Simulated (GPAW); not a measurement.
## BN (P6_3/mmc): the N K absorption edge

Aim: the near-edge shape at the N K edge of BN (P6_3/mmc), and what the core hole does to it.

Main program and level: GPAW 26.7.0; X-ray absorption from dipole matrix elements to empty bands, plane-wave PAW LDA.

The database entry behind the starting cell differs from later determinations by our own check (about 0.3 % short, minor phase), so it need not match the best structure at ambient conditions.

## Step 1: Set-up

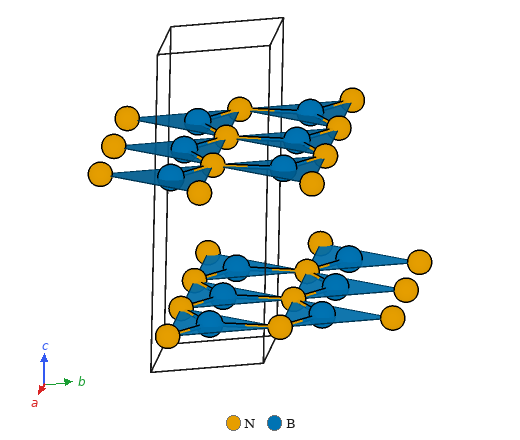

The cell as given, slightly off an axis (nitrogen orange, boron blue). 3×2×1 cells are drawn. Some periodic images of atoms are drawn too.

## Step 2: Ground state of the crystal

The ground state comes first: it tells whether the system has a gap, which decides how the excited electron is treated.

scf.py reads:

```python
import numpy as np
from ase import Atoms
from ase.parallel import parprint, paropen
from gpaw import GPAW, PW, FermiDirac, Mixer, MixerDif, setup_paths
from gpaw.test import gen
setup_paths.insert(0, '.')
gen('N', name='nch1s', xcname='LDA', corehole=(1, 0, 0), write_xml=True)

atoms = Atoms('N2B2',
    cell=[[2.49824, 0, 0],
     [-1.24912, 2.1635393, 0],
     [0, 0, 6.6357]],
    scaled_positions=[[0.66666667, 0.33333333, 0.25],
     [0.33333333, 0.66666667, 0.75],
     [0.66666667, 0.33333333, 0.75],
     [0.33333333, 0.66666667, 0.25]],
    pbc=True)
atoms.calc = calc = GPAW(legacy_gpaw=True, mode=PW(500), xc='LDA', setups={0: 'nch1s'},
    kpts={'size': (11, 11, 4), 'gamma': True}, occupations=FermiDirac(0.05),
    charge=0, mixer=Mixer(0.1, 5, 50), maxiter=150,
    convergence={'density': 0.0001}, txt='scf.txt')
energy = atoms.get_potential_energy() + calc.get_reference_energy()
ef = calc.get_fermi_level()
out = dict(energy=energy, fermi=ef, forces=atoms.get_forces().tolist())
parprint(f'all-electron energy {energy:.4f} eV, Fermi level {ef:.4f} eV')
ev = np.array([[calc.get_eigenvalues(k, s) for k in range(len(calc.get_ibz_k_points()))] for s in range(calc.get_number_of_spins())])
out['homo'], out['lumo'], out['counts'] = ev[ev < ef].max(), ev[ev > ef].min(), sorted(set((ev < ef).sum((0, 2)).tolist()))
out['filled'] = (ev[:, 0] < ef).sum(1).tolist()
import json
with paropen('out.json', 'w') as f:
    json.dump(out, f)
```

On the command line:

```
$ OMP_NUM_THREADS=1 python scf.py
```

Numbers of over 12 decimals in the logs are rounded to 6 here.

The program printed:

```text
Input parameters:
  convergence: {density: 0.0001}
  kpts: {gamma: True,
         size: (11, 11, 4)}
  maxiter: 150
  mixer: {backend: pulay,
          beta: 0.1,
          method: separate,
          nmaxold: 5,
          weight: 50}
  mode: {ecut: 500.0,
         name: pw}
  occupations: {fixmagmom: False,
                name: fermi-dirac,
                width: 0.05}
  setups: {0: nch1s}

Initialize ...

[... PAW data sets ...]

Reference energy: -4266.977455  # eV

Spin-paired calculation

[... convergence settings ...]
Symmetries present (total): 2
  [... symmetry matrices ...]

484 k-points: 11 x 11 x 4 Monkhorst-Pack grid + [0.000000,0.000000,1/8]
138 k-points in the irreducible part of the Brillouin zone
       k-points in crystal coordinates                weights
   0:     0.00000000    0.00000000    0.00000000          1/484
   1:     0.00000000    0.00000000    0.25000000          2/484
   2:     0.00000000    0.00000000    0.50000000          1/484
   3:     0.00000000    0.09090909   -0.25000000          2/484
   4:     0.00000000    0.09090909    0.00000000          2/484
   5:     0.00000000    0.09090909    0.25000000          2/484
   6:     0.00000000    0.09090909    0.50000000          2/484
   7:     0.00000000    0.18181818   -0.25000000          2/484
   8:     0.00000000    0.18181818    0.00000000          2/484
   9:     0.00000000    0.18181818    0.25000000          2/484
          ...
 137:     0.45454545    0.45454545    0.50000000          4/484

Wave functions: Plane wave expansion
  Cutoff energy: 500.000 eV
  Number of coefficients (min, max): 883, 934
  Pulay-stress correction: 0.000000 eV/Ang^3 (de/decut=0.000000)
  Using FFTW library
  Wavefunction extrapolation:
    Improved wavefunction reuse through dual PAW basis

Occupation numbers: Fermi-Dirac:
  width: 0.0500  # eV

Eigensolver
   Davidson(niter=2)

Densities:
  Coarse grid: 14*14*35 grid
  Fine grid: 28*28*70 grid
  Total Charge: 0.000000

Density mixing:
  Method: separate
  Backend: pulay
  Linear mixing parameter: 0.1
  old densities: 5
  Width of damping distribution: 1.1
  Damping of long wavelength oscillations: 50

[... Hamiltonian set-up ...]
Number of atoms: 4
Number of atomic orbitals: 16
Number of bands in calculation: 14
Number of valence electrons: 16
Bands to converge: occupied

... initialized

Initializing position-dependent things.

Density initialized from atomic densities
Creating initial wave functions:
  14 bands from LCAO basis set

        N B

        B N

Atomic positions and initial magnetic moments

Positions:
   0 N      1.249120    0.721180    1.658925    ( 0.0000,  0.0000,  0.0000)
   1 N     -0.000000    1.442360    4.976775    ( 0.0000,  0.0000,  0.0000)
   2 B      1.249120    0.721180    4.976775    ( 0.0000,  0.0000,  0.0000)
   3 B     -0.000000    1.442360    1.658925    ( 0.0000,  0.0000,  0.0000)

Unit cell:
           periodic     x           y           z      points  spacing
  1. axis:    yes    2.498240    0.000000    0.000000    14     0.1545
  2. axis:    yes   -1.249120    2.163539    0.000000    14     0.1545
  3. axis:    yes    0.000000    0.000000    6.635700    35     0.1896

  Lengths:   2.498240   2.498240   6.635700
  Angles:   90.000000  90.000000 120.000000

Effective grid spacing dv^(1/3) = 0.1736

iter:   1   -40.542473
iter:   2   -39.412319   -0.96  -0.68
iter:   3   -37.587456   -0.69  -0.76
iter:   4   -37.462497   -2.16  -1.16
iter:   5   -37.407251   -1.78  -1.33
iter:   6   -37.393693   -2.82  -1.78
iter:   7   -37.383551   -2.79  -1.92
iter:   8   -37.381958   -4.24  -2.40
iter:   9   -37.381969c  -5.34  -3.46
iter:  10   -37.381959c  -5.94  -3.32
iter:  11   -37.381959c  -7.37  -4.23c
iter:  12   -37.381959c  -8.67c -4.84c

Converged after 12 iterations.

Dipole moment: (0.000000, -0.000000, -0.000000) |e|*Ang

Energy contributions relative to reference atoms: (reference = -4266.977455)

Kinetic:        +29.928434
Potential:      -28.964192
External:        +0.000000
XC:             -38.205491
Entropy (-ST):   -0.000000
Local:           -0.140710
SIC:             +0.000000
--------------------------
Free energy:    -37.381959
Extrapolated:   -37.381959

Showing only first 2 kpts
 Kpt  Band  Eigenvalues  Occupancy
  0     6      2.57419    2.00000
  0     7      2.57423    2.00000
  0     8      8.72313    0.00000
  0     9     13.96419    0.00000

  1     6      2.52117    2.00000
  1     7      2.52121    2.00000
  1     8      9.44837    0.00000
  1     9     13.02066    0.00000

Fermi level: 4.97086

Gap: 4.127 eV
Transition (v -> c):
  (s=0, k=108, n=7, [0.36, 0.36, 0.00]) -> (s=0, k=43, n=8, [0.09, 0.45, 0.00])
Direct/indirect transitions are different
Direct gap: 4.508 eV
Transition at: (s=0, k=86, n=7, [0.27, 0.36, 0.25])

Forces in eV/Ang:
  0 N     0.00000    0.00005    0.01947
  1 N     0.00000   -0.00005   -0.01947
  2 B     0.00000   -0.00000    0.00015
  3 B     0.00000    0.00000   -0.00015
Scalar-relativistic atomic LDA calculation for N (Nitrogen, Z=7)
Core hole in 1s state (1s occupation: 2.0)
300 radial gridpoints.
|------------------------------------------------|
|------------------------------------------------|
[... the atom generator's iteration count ...]

Energy contributions:
-------------------------
Kinetic:      +53.816217
XC:            -6.142385
Potential:   -101.727472
-------------------------
Total:        -54.053639

state      eigenvalue         ekin         rmax
-----------------------------------------------
1s^2.0 :   -14.019608    21.782698        0.149
2s^2.0 :    -0.676924     2.368146        1.016
2p^3.0 :    -0.265967     1.838177        0.965
-----------------------------------------------
(units: Bohr and Hartree)

Generating PAW setup
Kinetic energy of the core from tauc = 43.592016
Cutoffs:
rc(s)=1.140
rc(p)=1.000
rc(d)=1.090
rc(vbar)=1.120
rc(comp)=1.090
rc(nct)=1.140

Kinetic energy of the core states: 43.565395
Charge: 0.0
Core electrons: 2.0
Valence electrons: 5.0
Pseudo-core charge: 0.013034
Shape function alpha=8.417
Pseudo-electron charge 5.012684
state    eigenvalue         norm
--------------------------------
2s(2) :    -0.676924     1.071713
*s    :     0.323076
2p(3) :    -0.265967     0.952074
*p    :     0.734033
*d    :     0.000000
--------------------------------

Diagonalizing with gridspacing h=0.050

state   all-electron     PAW
-------------------------------
2s:      -0.676924    -0.677975
2p:      -0.265967    -0.268121
*d:                    0.048644
*f:                    0.076426
-------------------------------
all-electron energy -4304.3594 eV, Fermi level 4.9709 eV
```

The job ended after 54 s (1 thread of Arm Neoverse N1, shared host; peak memory 0.2 GiB).

The mesh shows a gap of 4.13 eV, so the hole is first treated in a charged cell, without the excited electron.

## Step 3: Spectrum without a core hole, N atom 1

Without a hole the spectrum is the empty density of states of the right symmetry on the absorber, weighted by matrix elements. It needs only the small cell and serves as the baseline. The data set with a hole of occupation 0 only carries the core orbital.

The absorber has 3 B at 1.44 Å (trigonal planar, site symmetry -6m2).

xas.py reads:

```python
import numpy as np
from ase import Atoms
from ase.parallel import parprint, paropen
from gpaw import GPAW, PW, FermiDirac, Mixer, MixerDif, setup_paths
from gpaw.test import gen
setup_paths.insert(0, '.')
gen('N', name='nch1s', xcname='LDA', corehole=(1, 0, 0), write_xml=True)

atoms = Atoms('N2B2',
    cell=[[2.49824, 0, 0],
     [-1.24912, 2.1635393, 0],
     [0, 0, 6.6357]],
    scaled_positions=[[0.66666667, 0.33333333, 0.25],
     [0.33333333, 0.66666667, 0.75],
     [0.66666667, 0.33333333, 0.75],
     [0.33333333, 0.66666667, 0.25]],
    pbc=True)
atoms.calc = calc = GPAW(legacy_gpaw=True, mode=PW(500), xc='LDA', setups={0: 'nch1s'},
    kpts={'size': (11, 11, 4), 'gamma': True}, occupations=FermiDirac(0.02),
    charge=0, mixer=Mixer(0.1, 5, 50), maxiter=150,
    convergence={'density': 0.0001}, txt='scf.txt')
energy = atoms.get_potential_energy() + calc.get_reference_energy()
ef = calc.get_fermi_level()
out = dict(energy=energy, fermi=ef, forces=atoms.get_forces().tolist())
parprint(f'all-electron energy {energy:.4f} eV, Fermi level {ef:.4f} eV')
ev = np.array([[calc.get_eigenvalues(k, s) for k in range(len(calc.get_ibz_k_points()))] for s in range(calc.get_number_of_spins())])
out['homo'], out['lumo'], out['counts'] = ev[ev < ef].max(), ev[ev > ef].min(), sorted(set((ev < ef).sum((0, 2)).tolist()))
out['filled'] = (ev[:, 0] < ef).sum(1).tolist()

from gpaw.xas import XAS
nb = int(calc.get_number_of_electrons() / 2) + 25
top = nb
nscf = calc.fixed_density(kpts={'size': (10, 10, 4), 'gamma': True},
    convergence={'eigenstates': 1.0}, txt='nscf.txt')
nscf.diagonalize_full_hamiltonian(nbands=nb)
cell = atoms.cell.array
ops = [cell.T @ U.T @ np.linalg.inv(cell.T) for U in nscf.wfs.kd.symmetry.op_scc]
filled = [8]  # bands filled in the ground state, by spin
E = np.arange(-25, 34, 0.1)
fwhm = np.interp(E, [4, 25], [0.9, 3.5])
Y, X, zero, highest = 0, 0, 1e9, 1e9
for spin in range(nscf.get_number_of_spins()):
    xas = XAS(nscf, mode='all', center=0, spin=spin)
    eps = xas.eps_kn
    d = xas.sigma_cmkn  # core-to-band dipole matrix elements, k weights included
    T = np.einsum('amkn,bmkn->abkn', d, d.conj()).real
    T = sum(np.einsum('ai,ijkn,bj->abkn', R, T, R) for R in ops) / len(ops)
    empty = np.ones_like(eps, bool) & (np.arange(nb) >= filled[spin])
    zero, highest = min(zero, eps[empty].min()), min(highest, eps[:, top - 1].min())
    lines = [(eps, T, empty)] if spin == 0 else lines + [(eps, T, empty)]
for eps, T, empty in lines:
    f = np.einsum('aakn->akn', T).reshape(3, -1)
    x = eps.ravel() - zero
    w = np.interp(x, E, fwhm) / 2.35482
    g = np.exp(-0.5 * ((E[:, None] - x) / w) ** 2) / (w * (2 * np.pi) ** 0.5)
    Y = Y + (f * empty.ravel()) @ g.T
    X = X + (f * ~empty.ravel()) @ g.T
out.update(E=E.round(2).tolist(), xas=Y.tolist(), xes=X.tolist(), zero=zero, valid=highest - zero, nk=len(eps), nb=nb)
for i in range(0, len(E), 10):
    parprint(f'{E[i]:7.2f}', *(f'{v:10.3e}' for v in Y[:, i]))
import json
with paropen('out.json', 'w') as f:
    json.dump(out, f)
```

On the command line:

```
$ OMP_NUM_THREADS=1 python xas.py
```

The program printed:

```text
Input parameters:
  convergence: {density: 0.0001}
  kpts: {gamma: True,
         size: (11, 11, 4)}
  maxiter: 150
  mixer: {backend: pulay,
          beta: 0.1,
          method: separate,
          nmaxold: 5,
          weight: 50}
  mode: {ecut: 500.0,
         name: pw}
  occupations: {fixmagmom: False,
                name: fermi-dirac,
                width: 0.02}
  setups: {0: nch1s}

Initialize ...

[...]
*p    :     0.734033
*d    :     0.000000
--------------------------------

Diagonalizing with gridspacing h=0.050

state   all-electron     PAW
-------------------------------
2s:      -0.676924    -0.677975
2p:      -0.265967    -0.268121
*d:                    0.048644
*f:                    0.076426
-------------------------------
all-electron energy -4304.3594 eV, Fermi level 4.4708 eV
[...]
32.00  4.168e-05  4.168e-05  1.149e-04
  33.00  4.315e-05  4.315e-05  7.533e-05
[key lines of the parts left out:]
Converged after 12 iterations.
Dipole moment: (0.000000, -0.000000, -0.000000) |e|*Ang
Free energy:    -37.381959
Fermi level: 4.47084
```

Run time: 8.5 min. Hardware: 1 thread; peak memory 0.38 GiB.

The N K spectrum, N atom 1, no core hole (energy from the lowest empty level; intensity scaled to a mean of 1 over the first 20 eV; polarised curves are means over the symmetry-equivalent atoms):

| E (eV) | isotropic | ε ⊥ c | ε ∥ c |
| --- | --- | --- | --- |
| -2.0 | 0.00 | 0.00 | 0.00 |
| -0.5 | 0.00 | 0.00 | 0.01 |
| 1.0 | 0.39 | 0.01 | 1.16 |
| 2.5 | 0.66 | 0.05 | 1.88 |
| 4.0 | 0.79 | 0.07 | 2.23 |
| 5.5 | 0.63 | 0.19 | 1.49 |
| 7.0 | 0.78 | 0.78 | 0.78 |
| 8.5 | 1.53 | 1.74 | 1.11 |
| 10.0 | 0.93 | 1.20 | 0.41 |
| 11.5 | 0.72 | 1.00 | 0.16 |
| 13.0 | 0.93 | 1.27 | 0.26 |
| 14.5 | 1.30 | 1.65 | 0.60 |
| 16.0 | 1.83 | 2.43 | 0.65 |
| 17.5 | 1.66 | 2.02 | 0.93 |
| 19.0 | 1.03 | 1.01 | 1.06 |
| 20.5 | 0.59 | 0.55 | 0.66 |
| 22.0 | 0.50 | 0.57 | 0.36 |
| 23.5 | 0.53 | 0.67 | 0.27 |
| 25.0 | 0.52 | 0.61 | 0.36 |
| 26.5 | 0.50 | 0.47 | 0.57 |
| 28.0 | 0.49 | 0.31 | 0.84 |
| 29.5 | 0.48 | 0.23 | 0.98 |

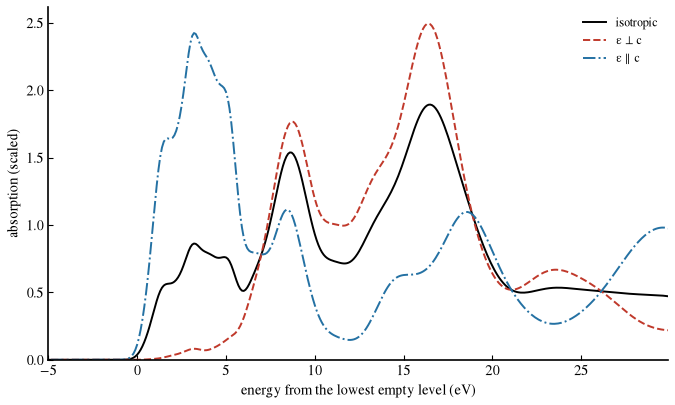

The N K edge, N atom 1, no core hole: main maxima at 3.2, 8.6 and 16.5 eV.

Main maxima below 24 eV (height): 3.2 eV (0.86), 8.6 eV (1.54) and 16.5 eV (1.89). A K edge sees empty p states; at this planar three-fold site the curve for the electric vector normal to the plane peaks at 3.2 eV, where it is mainly π* that absorbs: that direction carries over 70 % of the weight there.

The same matrix elements for filled bands give the N K emission of N atom 1 (ground-state approximation; energy from the lowest empty level, largest value 1):

| E (eV) | emission |
| --- | --- |
| -24.0 | 0.00 |
| -22.5 | 0.00 |
| -21.0 | 0.00 |
| -19.5 | 0.01 |
| -18.0 | 0.00 |
| -16.5 | 0.00 |
| -15.0 | 0.00 |
| -13.5 | 0.03 |
| -12.0 | 0.47 |
| -10.5 | 0.38 |
| -9.0 | 0.72 |
| -7.5 | 0.96 |
| -6.0 | 0.80 |
| -4.5 | 0.54 |
| -3.0 | 0.00 |
| -1.5 | 0.00 |
| 0.0 | 0.00 |
| 1.5 | 0.00 |
| 3.0 | 0.00 |

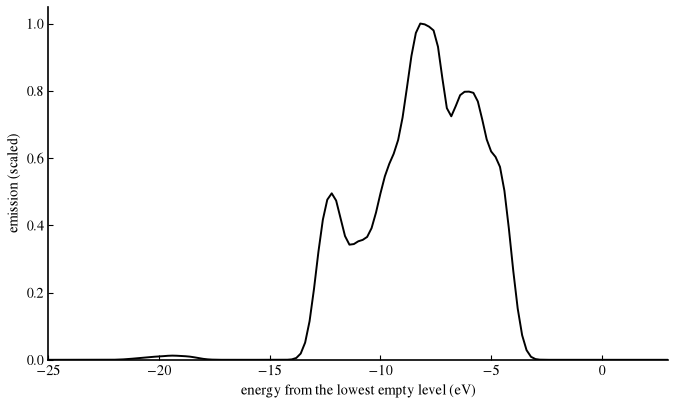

X-ray emission from the filled bands.

Emission maxima: -12.2 eV (0.50), -8.2 eV (1.00) and -6.0 eV (0.80).

## Step 4: Supercell without a hole, the energy reference

The photon energy needs a difference of total energies, so the cell and mesh of the coming hole run are first run without a hole.

Edit scf.py of step 2 so:

```diff
@@ -8,13 +8,25 @@
 
-atoms = Atoms('N2B2',
-    cell=[[2.49824, 0, 0],
-     [-1.24912, 2.1635393, 0],
+atoms = Atoms('N8B8',
+    cell=[[4.99648, 0, 0],
+     [-2.49824, 4.32707861, 0],
      [0, 0, 6.6357]],
-    scaled_positions=[[0.66666667, 0.33333333, 0.25],
+    scaled_positions=[[0.33333333, 0.16666667, 0.25],
+     [0.33333333, 0.66666667, 0.25],
+     [0.83333333, 0.16666667, 0.25],
+     [0.83333333, 0.66666667, 0.25],
+     [0.16666667, 0.33333333, 0.75],
+     [0.16666667, 0.83333333, 0.75],
+     [0.66666667, 0.33333333, 0.75],
+     [0.66666667, 0.83333333, 0.75],
+     [0.33333333, 0.16666667, 0.75],
      [0.33333333, 0.66666667, 0.75],
-     [0.66666667, 0.33333333, 0.75],
-     [0.33333333, 0.66666667, 0.25]],
+     [0.83333333, 0.16666667, 0.75],
+     [0.83333333, 0.66666667, 0.75],
+     [0.16666667, 0.33333333, 0.25],
+     [0.16666667, 0.83333333, 0.25],
+     [0.66666667, 0.33333333, 0.25],
+     [0.66666667, 0.83333333, 0.25]],
     pbc=True)
 atoms.calc = calc = GPAW(legacy_gpaw=True, mode=PW(500), xc='LDA', setups={0: 'nch1s'},
-    kpts={'size': (11, 11, 4), 'gamma': True}, occupations=FermiDirac(0.05),
+    kpts={'size': (4, 4, 3), 'gamma': True}, occupations=FermiDirac(0.02),
     charge=0, mixer=Mixer(0.1, 5, 50), maxiter=150,
```

On the command line:

```
$ OMP_NUM_THREADS=1 python scf.py
```

The program printed:

```text
Input parameters:
  convergence: {density: 0.0001}
  kpts: {gamma: True,
         size: (4, 4, 3)}
  maxiter: 150
  mixer: {backend: pulay,
          beta: 0.1,
          method: separate,
          nmaxold: 5,
          weight: 50}
  mode: {ecut: 500.0,
         name: pw}
  occupations: {fixmagmom: False,
                name: fermi-dirac,
                width: 0.02}
  setups: {0: nch1s}

Initialize ...

[...]
--------------------------------
2s(2) :    -0.676924     1.071713
*s    :     0.323076
2p(3) :    -0.265967     0.952074
*p    :     0.734033
*d    :     0.000000
--------------------------------

Diagonalizing with gridspacing h=0.050

state   all-electron     PAW
-------------------------------
2s:      -0.676924    -0.677975
2p:      -0.265967    -0.268121
*d:                    0.048644
*f:                    0.076426
-------------------------------
all-electron energy -17217.4498 eV, Fermi level 4.4283 eV
[key lines of the parts left out:]
Converged after 15 iterations.
Dipole moment: (0.000000, -0.000000, -0.000000) |e|*Ang
Free energy:   -149.539959
Fermi level: 4.42828
```

It took 2.4 min on 1 thread; peak memory 0.3 GiB.

Reference energy: -17217.450 eV with the cores included.

[end of part 1 of 2]

[Banner, clock and machine lines of the logs are left out without a mark of their own.]

[Logs are printed without paths, hosts, clocks, repeated set-up lines and the standing remarks that a program may print on its own settings, such as how far it seeks lower states.]

[Hosts, paths, dates, database ids (printed as entryN), source tags and the programs' standing remarks are cut or masked in the printed files.]

[Lists of maxima count a maximum above −3 eV only where it reaches 4 % of the highest in the window and stands out from its surroundings by 2 % of it (1.5 % where it reaches 55 %); shoulders and weaker maxima are passed over, and of the rest the first, up to two pre-edge ones and the few strongest are named.]
